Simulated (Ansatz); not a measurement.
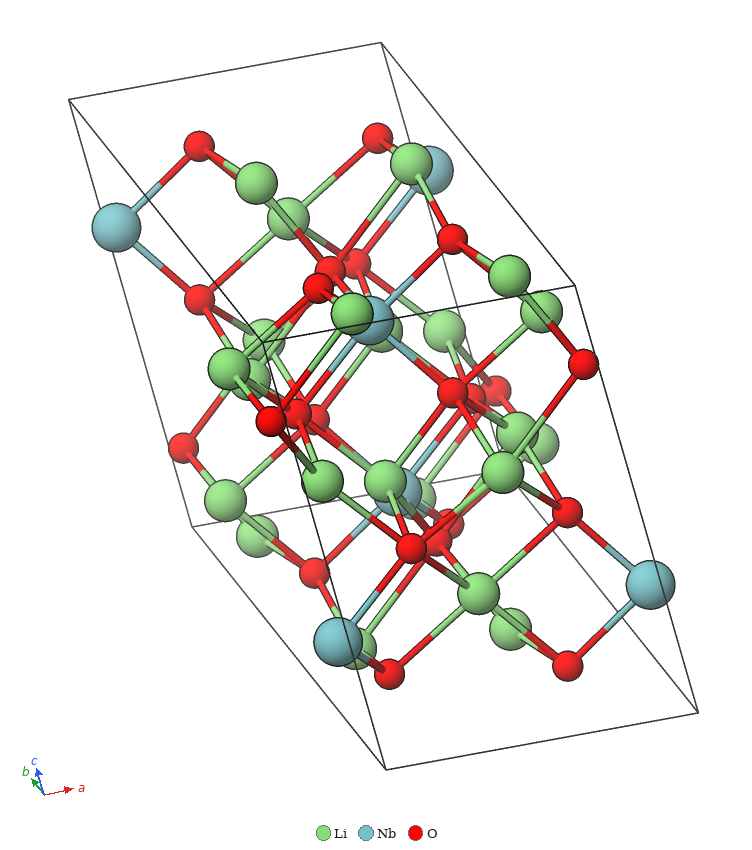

This ball-and-stick model is shown from a general direction. The box is the conventional unit cell; atoms on or close to its faces, edges and corners are drawn wherever they repeat.

Li$_{5}$NbO$_{5}$, space group C2/c (No. 15), a = 5.65 Å, b = 9.19 Å, c = 8.94 Å, α = 90.00°, β = 104.45°, γ = 90.00°.

The calculation used Ansatz 0.2.0, DFT PBEsol, scalar-relativistic, plane waves, PAW, with plane waves up to 420 eV, k-points about 0.22 Å⁻¹ apart, Gaussian smearing of 0.02 eV, no spin polarisation.

### What is the band gap, if any?

An insulator at this level, with a gap of 3.96 eV on the k-mesh (the true edges may lie between mesh points, so the gap can be somewhat smaller).

The cell started as a structure listed in the Materials Project. It is drawn as it came out of a relaxation with DFT PBEsol, scalar-relativistic, plane waves, PAW (Ansatz).
